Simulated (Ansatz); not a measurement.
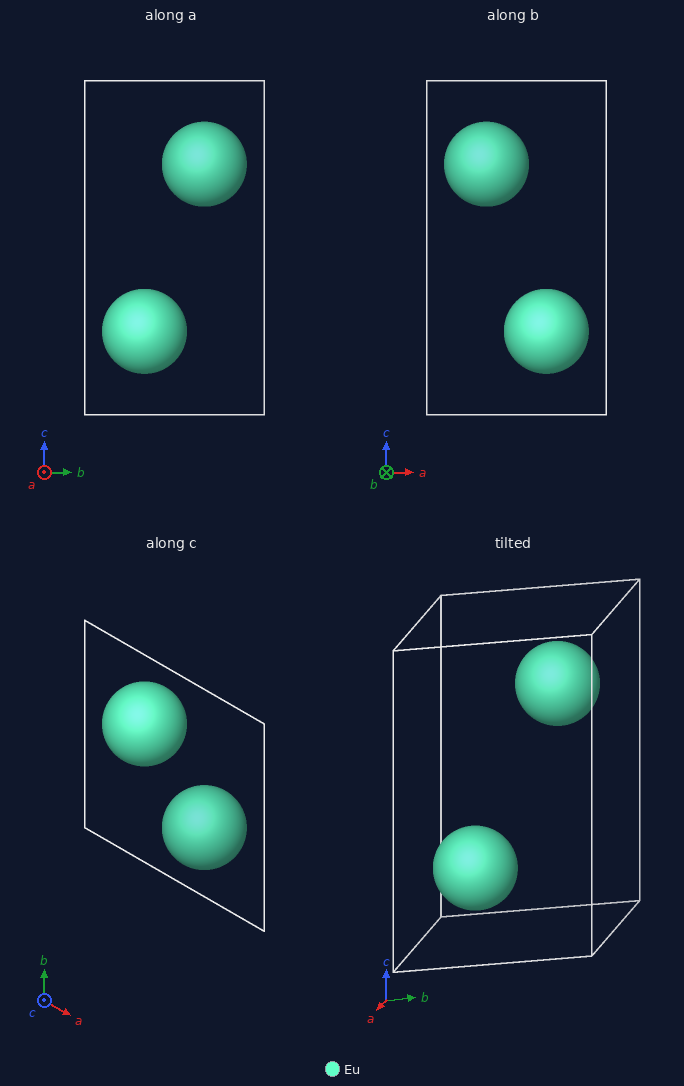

Shown here is a spheres-only view of the crystal, taken along the a axis, along the b axis, along the c axis and slightly off an axis. The lines enclose the conventional unit cell; boundary atoms appear with their images.

Lattice parameters: a = 3.908 Å, b = 3.908 Å, c = 6.302 Å, α = 90.00°, β = 90.00°, γ = 120.00°. Put a along x and b in the xy plane.

**Express the structure as a POSCAR file.**

```
Eu
1.0
     3.908    0.000    0.000
    -1.954    3.385    0.000
     0.000    0.000    6.302
Eu
2
Direct
  0.3333 0.6667 0.7500
  0.6667 0.3333 0.2500
```

Starting structure: a structure type filled with this element by a generator (whether the element takes this form wasn't checked). It was relaxed at fixed volume with DFT PBE, spin-orbit coupling, plane waves, PAW (Ansatz).
